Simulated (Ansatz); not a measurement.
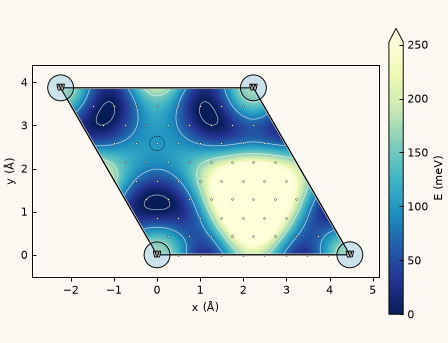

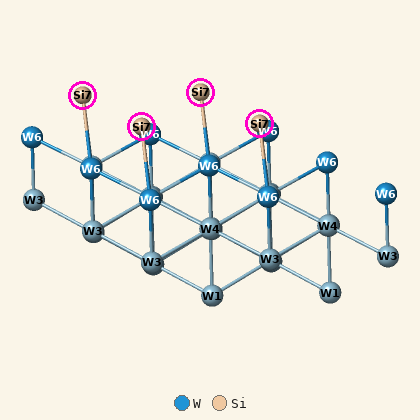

Energy landscape of Si on a W(111) slab cut from the Im-3m phase, its upper half relaxed before the scan (6 atoms of substrate and one adsorbate in a 1 × 1 cell). 
- Si is moved over the surface cell at a fixed height above a rigid substrate; the origin of the map has the adsorbate above W6; the height is held at 2.50 Å.
- Places are given modulo a cell vector. The map is drawn in real space over the plane of the surface.
- The grid has 9 × 9 points; 19 points were computed and 62 follow by symmetry.
- All energies are given in meV relative to the lowest grid point.
- The runs have no spin polarisation, so an open-shell adsorbate far from the surface lies too high. With one adsorbate in each 1 × 1 cell, its nearest image is 4.5 Å away, so neighbouring adsorbates interact. At a fixed height the lowest place need not be the adsorption site.
- All numbers below come from DFT PBE+D3(BJ), scalar-relativistic, plane waves, PAW (Ansatz). Settings: cutoff 420 eV, k-mesh 6×6×1, gaussian smearing 0.1 eV, no spin polarisation.

The picture shows a smooth colour map with a few white contour lines, dots at the grid points, labelled circles for the atoms of the top layer and small ones for the second layer, the outline of one cell of the plane, one colour for all values above the top of the scale. Between grid points the surface is interpolated. The second picture is the structure at the lowest point; rings mark the moved atoms.

> Describe this landscape.

The lowest grid point is at (1/9, 3/9) of the cell vectors [nearest 1 W at 2.82 Å]. The same energy is found at (1/9, 7/9) of the cell vectors [nearest 1 W at 2.82 Å]; (6/9, 7/9) of the cell vectors [nearest 1 W at 2.82 Å]. The highest grid point, a threefold hollow over a third-layer W atom, (6/9, 3/9) of the cell vectors, lies 488 meV above the lowest. At the lowest point the adsorbate has 1 W at 2.82 Å as nearest neighbours, at the highest 3 W at 3.59 Å.

Grid values (meV):

| second ↓, first → | 0/9 | 1/9 | 2/9 | 3/9 | 4/9 | 5/9 | 6/9 | 7/9 | 8/9 |
| --- | --- | --- | --- | --- | --- | --- | --- | --- | --- |
| 8/9 | 122 | 28 | 0 | 77 | 129 | 77 | 0 | 28 | 122 |
| 7/9 | 29 | 0 | 45 | 98 | 98 | 45 | 0 | 29 | 62 |
| 6/9 | 67 | 77 | 98 | 101 | 98 | 77 | 67 | 83 | 83 |
| 5/9 | 174 | 129 | 98 | 98 | 129 | 174 | 219 | 242 | 219 |
| 4/9 | 174 | 77 | 45 | 77 | 174 | 304 | 400 | 400 | 304 |
| 3/9 | 67 | 0 | 0 | 67 | 219 | 400 | 488 | 400 | 219 |
| 2/9 | 29 | 28 | 29 | 83 | 242 | 400 | 400 | 242 | 83 |
| 1/9 | 122 | 122 | 62 | 83 | 219 | 304 | 219 | 83 | 62 |
| 0/9 | 194 | 122 | 29 | 67 | 174 | 174 | 67 | 29 | 122 |

Time for the 19 points that were run: 3.4 min on 1 thread of AMD EPYC 9R45 96-Core Processor (Zen 5), on a shared host.

PAW datasets: the set soft_1.
